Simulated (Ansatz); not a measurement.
TaSi$_{2}$: several calculations on one system

**1. Relaxation**

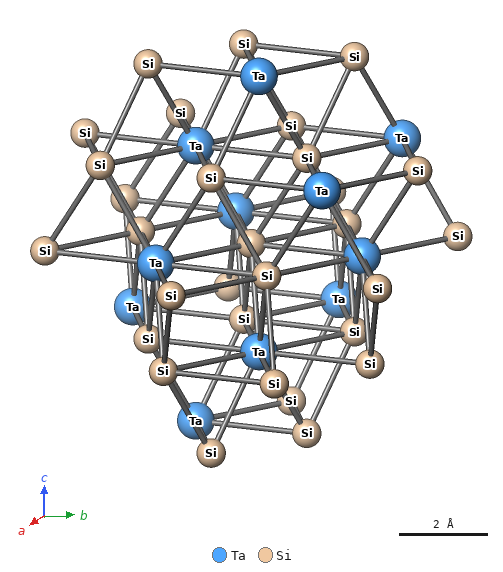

Starting structure of a crystal of TaSi$_{2}$ (set up in P6_222) (coarse preliminary run). The picture is a ball-and-stick view of the atoms within 5.0 Å of the atom that moves most (axes of the cell of the calculation), seen slightly off an axis.

These are results of DFT PBEsol, scalar-relativistic, plane waves, PAW (Ansatz), not measurements.

The input:
```yaml
crystal:
  lattice:
    - [4.7799993808, 0.0, 0.0]
    - [-2.3899996904, 4.1396008938, 0.0]
    - [0.0, 0.0, 6.564]
  atoms:
    - { symbol: Ta, position: [0.5, 0.0, 0.5] }
    - { symbol: Ta, position: [0.5, 0.5, 0.8333333333] }
    - { symbol: Ta, position: [0.0, 0.5, 0.1666666667] }
    - { symbol: Si, position: [0.16665, 0.3333, 0.5] }
    - { symbol: Si, position: [0.83335, 0.16665, 0.8333333333] }
    - { symbol: Si, position: [0.6667, 0.83335, 0.1666666667] }
    - { symbol: Si, position: [0.83335, 0.6667, 0.5] }
    - { symbol: Si, position: [0.16665, 0.83335, 0.8333333333] }
    - { symbol: Si, position: [0.3333, 0.16665, 0.1666666667] }
basis:
  ecutwfc: 420
kpoints:
  mp_grid: { grid: [6, 6, 4] }
hamiltonian:
  xc: pbesol
scf:
  occupations: { method: gaussian, width: 0.1 }
output:
  forces: true
  stress: true
  eigenvalues: true
relax:
  adjacent_minimum: "off"
  f_tol: 0.05
  max_steps: 80
  cell: { stress_tol: 0.5 }
```

Launched with:
```bash
ansatz run input.yaml --threads 2 --pin off --max-ram 5120MiB --backend cpu --events-out ev --progress --plain --runs-dir out
```

> Predict the outcome.

The energy falls by 15.6 meV per atom in 3 accepted moves (4 points after the start). The largest force component goes from 0.72 to 0.0015 eV/Å. The pressure goes from −1.24 to −0.08 GPa. The SCF was repeated once at an unchanged geometry on a basis and grid sized afresh for the cell, which shifted the energy by less than 0.05 meV per atom at most. The largest moves relative to the cell, 0.058 Å, are those of Si4, Si5, Si6, Si7, Si8 and Si9. Si8 goes along [−1 1 0]. Ta stays in place. The drawn cell changes as follows: a = b 4.780 → 4.758 Å (−0.5 %), c unchanged at 6.564 Å; the volume changes by −0.9 %. Among the contacts that change: Si4–Si7 2.759 → 2.631 Å, Ta1–Si4 2.760 → 2.805 Å, Ta1–Si4 (another image) 2.760 → 2.719 Å, Si4–Si5 2.587 → 2.553 Å. The space group stays P6_222 (No. 180).

History of the run:

```tsv
step	E − E(0), meV/atom	largest force component, eV/Å	pressure, GPa	volume, Å³/atom	note
0	0.00	0.7173	-1.24	14.432	
1	-13.93	0.1436	0.69	14.232	
2	-15.46	0.0036	-0.42	14.332	
3	-15.60	0.0015	-0.07	14.301	
4	-15.56	0.0015	-0.08	14.301	same geometry, new basis
```

After the run, drawn alike:

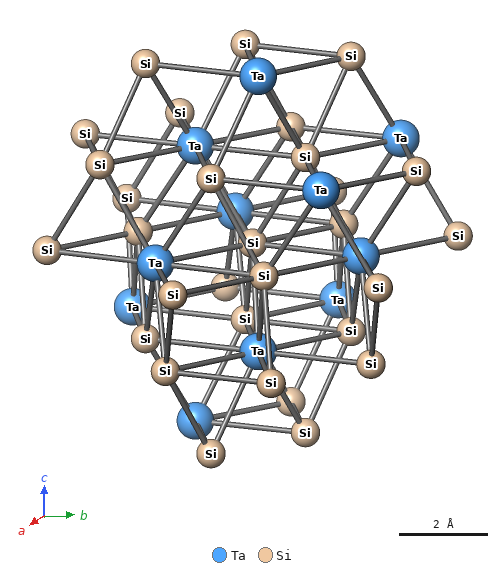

**2. Scan**

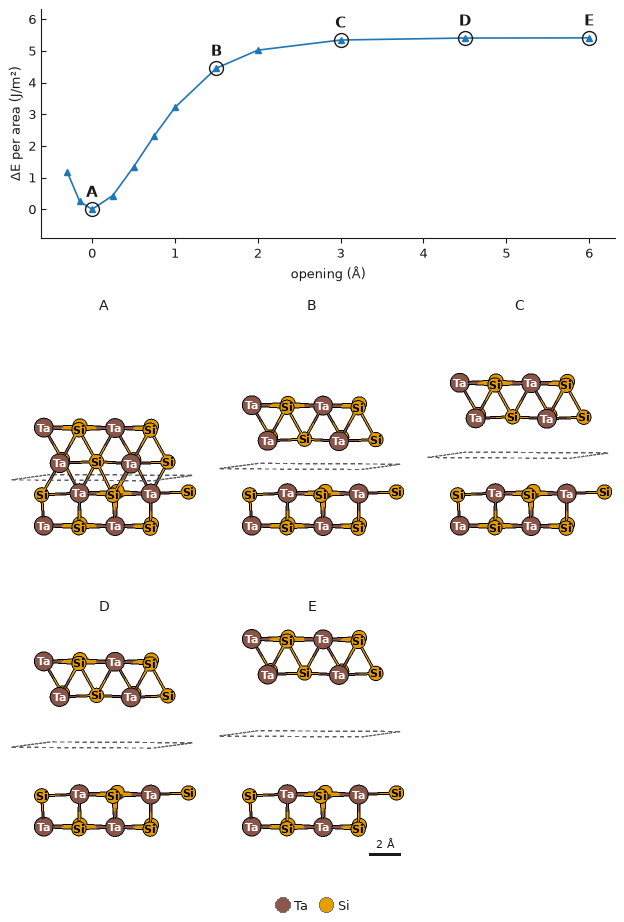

Crystalline TaSi2 (P6_222): the crystal is pulled apart rigidly along the normal of the (0 0 1) plane of the conventional cell, at a cut between a plane of Si/Ta below and one of Si/Ta above, 2.19 Å apart. One cut stands in each cell, which starts 13.1 Å high; nothing is relaxed, and the dashed outline marks the cut. The lettered frames are marked on the plot. The picture is a ball-and-stick view of the layers on both sides of the cut, seen from the side, nearly along the cut plane.

Theory: DFT PBEsol, scalar-relativistic, plane waves, PAW in Ansatz. Settings: plane-wave cutoff 420 eV; k-point mesh 9 × 9 × 3; occupations gaussian; smearing width 0.15 eV; no spin polarisation. Energies (free energies at the smearing named) are counted from the relaxed crystal.

Question: Describe the profile.

Answer: At the widest opening, 6.00 Å, the energy has risen by 5.41 J/m², where the curve has levelled off: this is the ideal work of separation, the sum of the two unrelaxed surface energies of a slab 13.1 Å thick. The steepest rise lies between 0.50 Å and 0.75 Å, with a mean traction of about 39 GPa. Pressing the cut together by 0.30 Å costs 1.17 J/m².

**3. Scan**

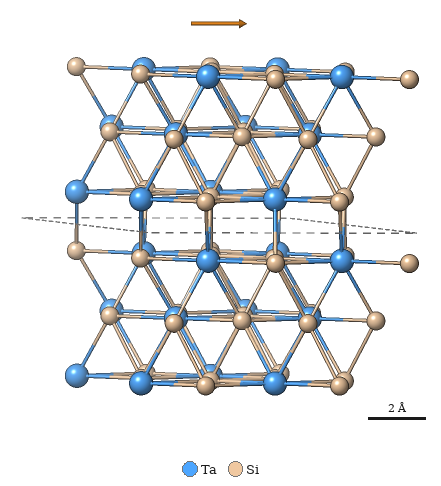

Energy scan for a crystal of TaSi₂ (P6_222), in which the crystal above a cut along the (0 0 1) plane of the conventional cell (between a plane of Si/Ta below and one of Si/Ta above, 2.19 Å apart) is slid rigidly by fractions of an in-plane lattice vector 4.76 Å long (a generalised stacking fault). One cut stands in each cell, which starts 13.1 Å high; nothing is relaxed, and the dashed outline marks the cut, the arrow on top the direction of slip. The picture shows the perfect crystal around the cut (dashed). The picture is a ball-and-stick view of the layers on both sides of the cut, seen from the side, nearly along the cut plane.

Theory: DFT PBEsol, scalar-relativistic, plane waves, PAW (Ansatz 0.2.0). (plane-wave cutoff 420 eV; k-point mesh 9 × 9 × 3; occupations gaussian; smearing width 0.15 eV; no spin polarisation). Energies (free energies at the smearing named) are counted from the relaxed crystal.

Input file:
```yaml
crystal:
  lattice:
    - [-4.76085954, 0.0, 0.0]
    - [-2.38042977, -4.1230253055, 0.0]
    - [0.0, 0.0, 13.1115682148]
  atoms:
    - { symbol: Ta, position: [0.5, 1.0, 0.25] }
    - { symbol: Ta, position: [0.5, 1.0, 0.75] }
    - { symbol: Ta, position: [0.0, 0.5, 0.4166666667] }
    - { symbol: Ta, position: [0.0, 0.5, 0.9166666667] }
    - { symbol: Ta, position: [0.5, 0.5, 0.0833333333] }
    - { symbol: Ta, position: [0.5, 0.5, 0.5833333333] }
    - { symbol: Si, position: [0.1592675414, 0.6814649172, 0.25] }
    - { symbol: Si, position: [0.1592675414, 0.6814649172, 0.75] }
    - { symbol: Si, position: [0.3185350828, 0.8407324586, 0.4166666667] }
    - { symbol: Si, position: [0.3185350828, 0.8407324586, 0.9166666667] }
    - { symbol: Si, position: [0.1592675414, 0.1592675414, 0.0833333333] }
    - { symbol: Si, position: [0.1592675414, 0.1592675414, 0.5833333333] }
    - { symbol: Si, position: [0.8407324586, 0.3185350828, 0.25] }
    - { symbol: Si, position: [0.8407324586, 0.3185350828, 0.75] }
    - { symbol: Si, position: [0.6814649172, 0.1592675414, 0.4166666667] }
    - { symbol: Si, position: [0.6814649172, 0.1592675414, 0.9166666667] }
    - { symbol: Si, position: [0.8407324586, 0.8407324586, 0.0833333333] }
    - { symbol: Si, position: [0.8407324586, 0.8407324586, 0.5833333333] }
basis:
  ecutwfc: 420
kpoints:
  mp_grid: { grid: [9, 9, 3] }
hamiltonian:
  xc: pbesol
scf:
  occupations: { method: gaussian, width: 0.15 }
output:
  forces: true
  stress: true
  eigenvalues: true
```

Launched with:
```bash
ansatz run input.yaml --threads 2 --pin off --max-ram 5120MiB --backend cpu --events-out ev --progress --plain --runs-dir out
```

### Predict the energy profile (the slip: 0.00, 0.10, 0.20, 0.30, 0.40, 0.50, 0.60, 0.80, 1.00).

```csv
slip (fraction of the lattice vector),γ (mJ/m²)
0.00,0
0.10,424
0.20,1637
0.30,2915
0.40,4116
0.50,4718
0.60,4116
0.80,1637
1.00,0
```

Points that are alike by symmetry were computed once.

The curve starts and ends at zero, since a full lattice vector restores the crystal. Its highest computed point is 4718 mJ/m² at slip 0.50. The points are too sparse to place its extrema closely. Relaxation across the fault would lower the values.

As a plot (hollow markers are points alike by symmetry):

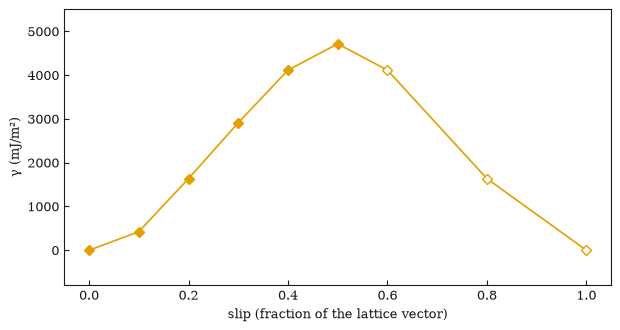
